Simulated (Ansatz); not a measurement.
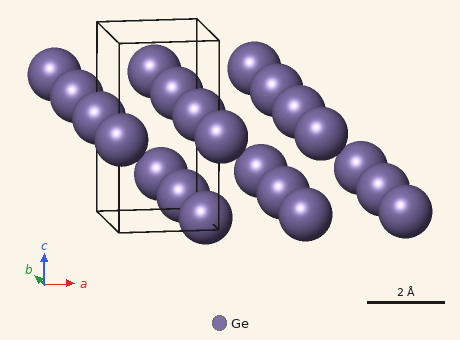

Solid Ge (set up in P-1), before the relaxation. The picture is a spheres-only view of the cell of the calculation, repeated 3 × 3 × 1 with one cell outlined, seen slightly off an axis.

Case: all atoms moved at random, sigma 0.1 Å for each component, cell strained at random, sigma 0.01; relaxed back.

Theory: DFT PBEsol, scalar-relativistic, plane waves, PAW (Ansatz).

The input:
```yaml
crystal:
  lattice:
    - [-0.0459885578, 0.0099959818, -2.666225217]
    - [2.7733763363, 0.0089436615, 0.0481200059]
    - [-0.0162978987, -5.0943092877, 0.0190597675]
  atoms:
    - { symbol: Ge, position: [-0.0221282367, 0.5002130015, 0.0083524732] }
    - { symbol: Ge, position: [0.0221282367, -0.0002130015, 0.4916475268] }
basis:
  ecutwfc: 420
kpoints:
  mp_grid: { grid: [12, 12, 8] }
hamiltonian:
  xc: pbesol
scf:
  occupations: { method: gaussian, width: 0.15 }
output:
  forces: true
  stress: true
  eigenvalues: true
  write_density: true
  write_potential: true
  elf: true
  volumetric_format: npy
relax:
  adjacent_minimum: "off"
  f_tol: 0.01
  max_steps: 80
  cell: { stress_tol: 0.1 }
```

Launched with:
```bash
ansatz run input.yaml --threads 1 --pin off --max-ram 2560MiB --backend cpu --events-out ev --progress --plain --runs-dir out
```

Question: Where does the relaxation end?

Answer: The largest moves relative to the cell, 0.080 Å, are those of Ge1 and Ge2. Ge1 goes along [3 2 −1]. The volume changes by −2.1 %, with a 2.667 → 2.643 Å (−0.9 %), b 2.774 → 2.828 Å (+2.0 %), c 5.094 → 4.929 Å (−3.3 %), α 90.4° → 90.0°, β 90.4° → 90.0°, γ 92.0° → 90.0°. Some distances before and after: Ge1–Ge2 2.984 → 2.805 Å, Ge1–Ge2 (another image) 2.973 → 2.880 Å, Ge1–Ge1 2.774 → 2.828 Å, Ge1–Ge2 (another image) 2.838 → 2.879 Å. The space group (tolerance 0.01 Å) goes from P-1 (No. 2) to Pmma (No. 51). The energy falls by 19.6 meV per atom in 11 accepted moves (14 points after the start). Largest force component: 0.19 eV/Å at the start, 0.00032 eV/Å at the end. Pressure: −1.20 GPa at the start and −0.03 GPa at the end. The line search rejected the trial steps at points 9, 10 of the run. The SCF was repeated once at an unchanged geometry on a basis and grid sized afresh for the cell, which shifted the energy by 0.1 meV per atom at most. Cost: 6.2 min on 1 thread of Oxide Virtual Turin-like Processor (Zen 5) (shared host), peak memory 0.66 GiB.

The end point in the same view:

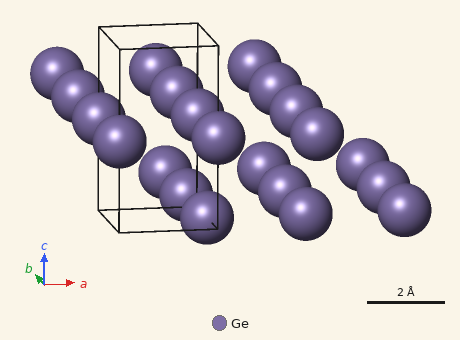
